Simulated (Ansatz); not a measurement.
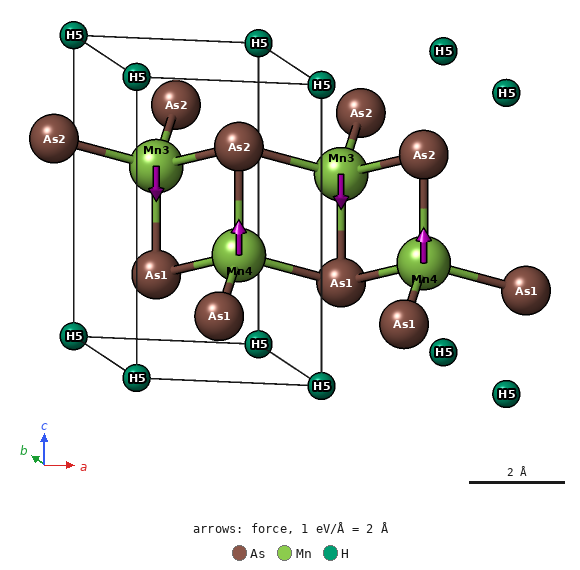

Starting geometry of solid Mn$_{2}$As$_{2}$H (a generated structure, set up in P-3m1) with the computed forces as purple arrows. Style: ball-and-stick. Shown: the cell of the calculation, reduced to other axes, repeated 2 × 1 × 1 with one cell outlined, slightly off an axis. Lengths and directions refer to the drawn axes.

These are results of DFT, PAW plane waves, PBE (Ansatz), not measurements. Settings: plane-wave cutoff 420 eV; k-point mesh 5 × 5 × 3; occupations fermi dirac; smearing width 0.1255 eV; no spin polarisation; cell and atoms relaxed; at most 40 steps.

Question: What follows when this structure is relaxed?

Answer: It isn't relaxed: the largest force vector, on Mn atoms, is 0.40 eV/Å. The final displacements follow the starting forces only in part (cosine between the two patterns 0.62). After 8 accepted moves (11 points after the start) the energy has fallen by 1.539 eV per cell of the calculation. The largest force component goes from 0.4 to 0.00043 eV/Å. Pressure: −9.63 GPa at the start and 0.01 GPa at the end. The line search rejected the trial step at point 7 of the run. At 2 points the geometry stayed and the basis and grid were re-selected for the new cell (energy shift of 2.9 meV per cell of the calculation at most each time). The largest moves relative to the cell, 0.32 Å, are those of As1 and As2. As1 goes along −c. Largest moves by element: As 0.32 Å, Mn 0.28 Å. H stays in place. Cell: a = b 3.983 → 3.388 Å (−14.9 %), c 6.564 → 6.991 Å (+6.5 %). Volume −23.0 %. Some distances before and after: Mn3–Mn4 2.787 → 2.248 Å, As1–Mn3 2.363 → 2.550 Å. New bonds form: Mn3–Mn4 (2.79 → 2.25 Å). Bond angles that change, for instance: As2–Mn3–As2 110.0° → 88.4°, Mn4–As1–Mn4 110.0° → 88.4°, As1–Mn3–As2 108.9° → 126.4°. The space group stays P-3m1 (No. 164).
